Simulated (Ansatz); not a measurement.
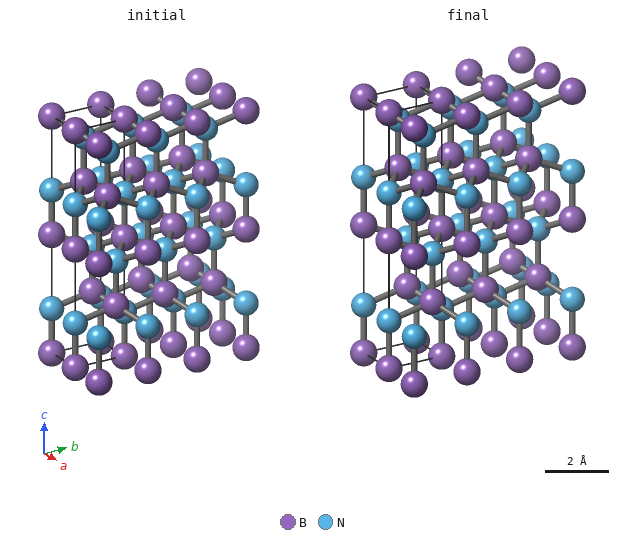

The structure of a crystal of BN (built on the 4H polytype type) before (left) and after (right) a relaxation, at one scale.

A ball-and-stick model of the cell of the calculation, repeated 2 × 3 × 1 with one cell outlined, seen slightly off an axis.

Theory: DFT, PBE, plane waves, PAW in Ansatz.

Input
```yaml
crystal:
  lattice:
    - [2.3841700163, 0.0, 0.0]
    - [-1.1920850082, 2.0647518011, 0.0]
    - [0.0, 0.0, 7.7866992733]
  atoms:
    - { symbol: B, position: [0.0, 0.0, 0.0] }
    - { symbol: B, position: [0.3333333333, 0.6666666667, 0.25] }
    - { symbol: B, position: [0.0, 0.0, 0.5] }
    - { symbol: B, position: [0.6666666667, 0.3333333333, 0.75] }
    - { symbol: "N", position: [0.0, 0.0, 0.1875] }
    - { symbol: "N", position: [0.3333333333, 0.6666666667, 0.4375] }
    - { symbol: "N", position: [0.0, 0.0, 0.6875] }
    - { symbol: "N", position: [0.6666666667, 0.3333333333, 0.9375] }
kpoints:
  mp_grid: { grid: [12, 12, 4] }
hamiltonian:
  xc: pbe
scf:
  occupations: { method: fermi_dirac, width: 0.02 }
relax:
  f_tol: 0.005
  cell: {}
```

Run as
```bash
ansatz run input.yaml --threads 2 --pin off --max-ram 29491MiB --backend cpu --events-out ev --progress --plain --runs-dir out
```

**Describe what moved and what it gained.**

Over 7 accepted moves (9 points after the start) the energy falls by 372 meV per atom. Largest force component: 0.31 eV/Å at the start, 0.0038 eV/Å at the end. Pressure: 120.59 GPa at the start and 0.05 GPa at the end. The SCF was repeated twice at an unchanged geometry on a basis and grid sized afresh for the cell, which shifted the energy by 19.6 meV per atom at most. The largest moves relative to the cell, 0.004 Å, are those of N5 and N7. N7 goes along −c. By element the largest moves are N 0.004 Å, B 0.003 Å. The volume changes by +24.4 %, with a = b 2.384 → 2.558 Å (+7.3 %), c 7.787 → 8.409 Å (+8.0 %). Among the contacts that change: B2–N6 1.460 → 1.583 Å, B1–N5 1.460 → 1.569 Å. The space group stays P6_3mc (No. 186).
